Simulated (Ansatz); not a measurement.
```cif
data_structure
_symmetry_space_group_name_H-M 'P 1'
_symmetry_Int_Tables_number 1
_cell_length_a 4.2538
_cell_length_b 4.2538
_cell_length_c 4.2538
_cell_angle_alpha 90.000
_cell_angle_beta 90.000
_cell_angle_gamma 90.000
_cell_volume 76.97
loop_
_atom_site_label
_atom_site_type_symbol
_atom_site_fract_x
_atom_site_fract_y
_atom_site_fract_z
_atom_site_occupancy
Mg1 Mg 0.00000 0.00000 0.00000 1
Mg2 Mg 0.50000 0.50000 0.00000 1
Mg3 Mg 0.50000 0.00000 0.50000 1
Mg4 Mg 0.00000 0.50000 0.50000 1
O1 O 0.50000 0.00000 0.00000 1
O2 O 0.00000 0.50000 0.00000 1
O3 O 0.00000 0.00000 0.50000 1
O4 O 0.50000 0.50000 0.50000 1
```

Space group Fm-3m.

These are results of Ansatz 0.2.0, DFT PBE, scalar-relativistic, plane waves, PAW, not measurements.

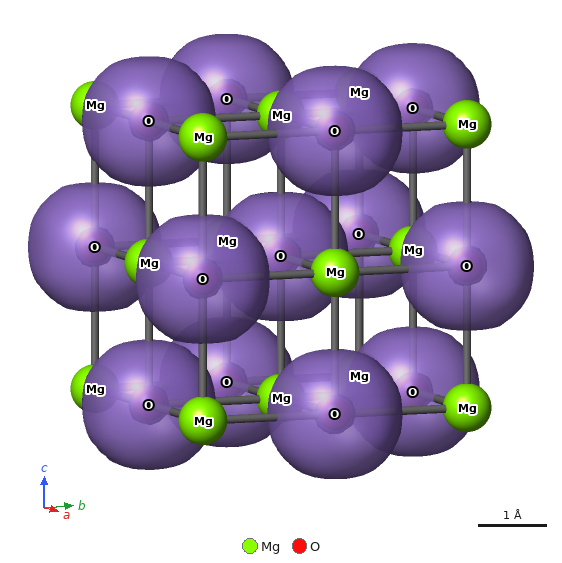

MgO. Isosurface of the electron localisation function at 0.6 (purple), seen slightly off an axis. Only the valence region is drawn (cores and ρ < 0.01 e/Å³ removed). Sticks mark near contacts.

Core electrons are frozen (PAW), and the valence fields are smoothed inside the atomic spheres.

Question: Where are the electrons localised?

Answer: The surface consists of four regions wrapped around O (the valence shell of each), counted in one cell of 8 atoms. Regions shared between cells count once. Along the contacts the grid gives the following. Mg–O (2.13 Å): the ELF peaks at about 0.85 in the valence shell of O, 0.6 Å from its nucleus, and is about 0.35 at the midpoint (a largely ionic contact).

Question: Does the calculation make it a metal, or give it a gap?

Answer: It is gapped, with a Kohn–Sham gap of 4.5 eV on the k-point mesh, an upper bound to the gap of this method.
